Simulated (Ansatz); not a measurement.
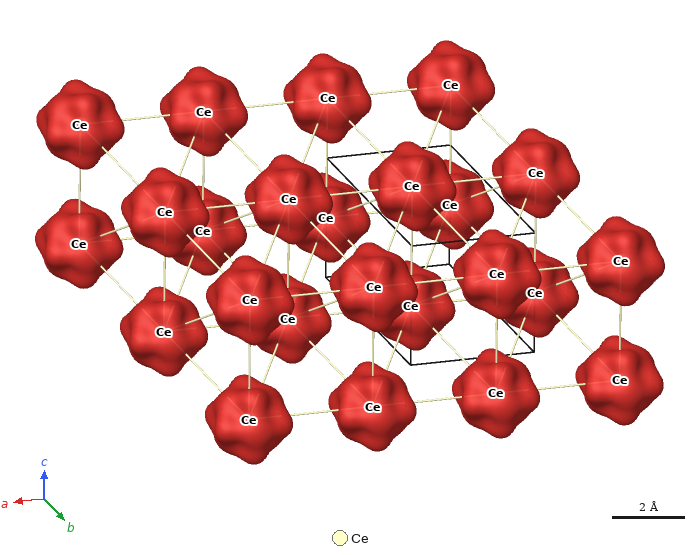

Figure 1: Ce. Isosurface of the spin density (up minus down) at +0.015 e/Å³ (red), seen at an oblique angle. Sticks mark near contacts.

Space group P-1; changed on purpose from its base cell (cell strained at random at fixed volume); computed pressure about −8 GPa in this cell; the SCF solution may not be the lowest one; no Hubbard U on the f states and no spin–orbit coupling; spin-polarised.

Computed with Ansatz 0.2.0, Kohn-Sham DFT of a periodic cell, PBEsol, Ansatz PAW.

Core electrons are frozen (PAW), and the valence fields are smoothed inside the atomic spheres.

```yaml
crystal:
  lattice:
    - [2.53125, -2.55682, -0.00304]
    - [-2.53908, -0.01088, -2.60645]
    - [2.56842, 2.59400, -0.01847]
  atoms:
    - { symbol: Ce, position: [0.00000, 0.00000, 0.50000] }
```

Which atoms carry the moments, and with what signs?

The spin density sits on Ce: +0.7 μB in one cell of 1 atoms: parallel main moments, as they must be, since the calculation's own cell holds one magnetic site. The cell of the calculation (1 atoms) carries 0.8 μB of net spin moment.
